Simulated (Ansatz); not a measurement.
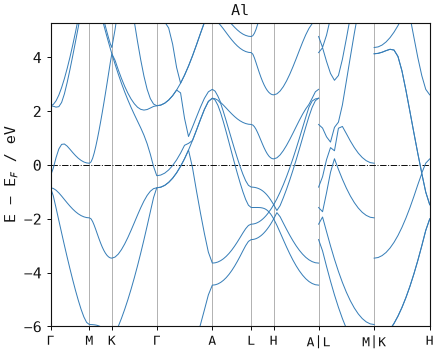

Band structure. Energies are counted from the Fermi level.

Which Bravais lattice do the labels of the path belong to?

A hexagonal (primitive) lattice: the path Γ–M–K–Γ–A–L–H–A|L–M|K–H runs through the special points of its Brillouin zone.

This input was run:

```yaml
crystal:
  lattice:
    - [4.4916, 0.0, 0.0]
    - [-2.2458, 3.88984, 0.0]
    - [0.0, 0.0, 2.7226]
  atoms:
    - { symbol: Al, position: [0.33333, 0.66667, 0.0] }
    - { symbol: Al, position: [0.66667, 0.33333, 0.0] }
hamiltonian:
  xc: pbesol
  pseudopotentials: { kind: paw }
kpoints:
  mp_grid: { grid: [7, 7, 10] }
  band_path:
    path:
      - [[0.0, 0.0, 0.0], [0.5, 0.0, 0.0], [0.3333333333, 0.3333333333, 0.0], [0.0, 0.0, 0.0], [0.0, 0.0, 0.5], [0.5, 0.0, 0.5], [0.3333333333, 0.3333333333, 0.5], [0.0, 0.0, 0.5]]
      - [[0.5, 0.0, 0.5], [0.5, 0.0, 0.0]]
      - [[0.3333333333, 0.3333333333, 0.0], [0.3333333333, 0.3333333333, 0.5]]
    npoints: 14
scf:
  occupations: { method: fermi_dirac, width: 0.05 }
  n_extra_bands: 6
output:
  forces: true
  stress: true
  eigenvalues: true
  fatbands: false
```

System: Al, space group P6/mmm, 2 atoms in the cell.

Level of theory: PBEsol, Ansatz PAW, no spin polarisation, no spin-orbit coupling, 7×7×10 k mesh, 420 eV cutoff, Fermi-Dirac smearing of 0.05 eV; code Ansatz 0.2.0.

Metal, semiconductor or insulator?

A metal: bands cross the Fermi level along this path.

Which levels at H lie nearest to the Fermi level?

At H the nearest levels lie 1.48 eV below and 0.23 eV above the Fermi level.

The PAW data sets were made with another functional. The cell was built by a generator and needn't be a form met in nature. Bands are joined in order of energy, so crossings between the computed points show as kinks or gaps.
